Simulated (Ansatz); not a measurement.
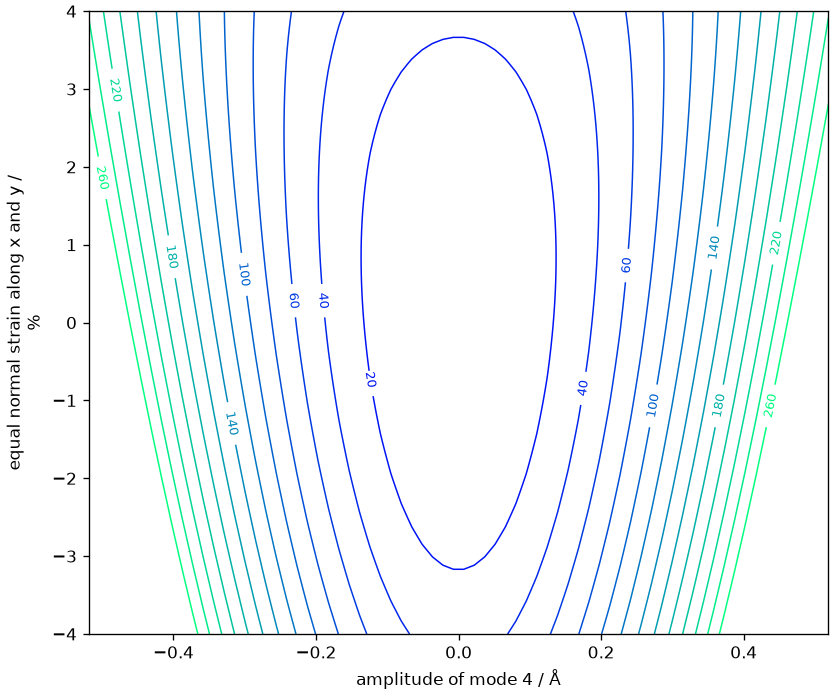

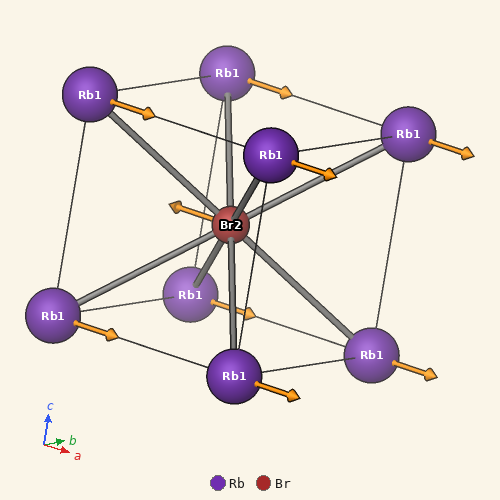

Energy landscape of RbBr (Pm-3m, No. 221; 2 atoms in the cell). The energy is mapped over a normal mode and a strain (zone-centre modes of the 2-atom cell of this scan) (x, y and z along the cube axes). Coordinates scanned: (1) amplitude of mode 4 (63 cm⁻¹), largest displacement in the unstrained cell; (2) equal normal strain along x and y. Nothing is relaxed (the pattern is fixed in fractional coordinates). The scan uses an 11 × 7 grid; 42 points were computed and 35 follow by symmetry. Points are written as (first, second). Energies: meV per cell, counted from the lowest grid point. Computed with DFT PBE, scalar-relativistic, plane waves, PAW (Ansatz 0.2.0). Settings: cutoff 420 eV, k-mesh 6×6×6, gaussian smearing 0.05 eV, no spin polarisation.

The picture shows contour lines labelled in meV (none above 260). Between grid points the surface is interpolated. The second picture is the structure at the lowest point

### What does the map say about the system?

The lowest grid point is at (0.000 Å, 0.00 %). No other kind of well shows on this grid. The highest grid point, (−0.519 Å, −4.00 %), lies 487 meV above the lowest. The gap on the k-mesh is 3.9 eV at the lowest point and runs from 3.6 to 4.2 eV over the map.

The input of one point:

```yaml
crystal:
  lattice:
    - [4.1929021031, 0.0, 0.0]
    - [0.0, 4.1929021031, 0.0]
    - [0.0, 0.0, 4.1929021031]
  atoms:
    - { symbol: Rb, position: [0.0, 0.0, 0.0] }
    - { symbol: Br, position: [0.5, 0.5, 0.5] }
basis:
  ecutwfc: 420
kpoints:
  mp_grid: { grid: [6, 6, 6] }
hamiltonian:
  xc: pbe
  pseudopotentials: { kind: paw }
scf:
  occupations: { method: gaussian, width: 0.05 }
output:
  forces: true
  stress: true
  eigenvalues: true
  write_density: true
  write_potential: true
  elf: true
  volumetric_format: npy
```

Each point was launched as `ansatz run input.yaml --threads 1 --pin off --max-ram 2048MiB --backend cpu --events-out ev --progress --plain --runs-dir out`. The whole map (42 points run) took 6.1 min on 1 thread of Arm Neoverse N1, on a shared host.
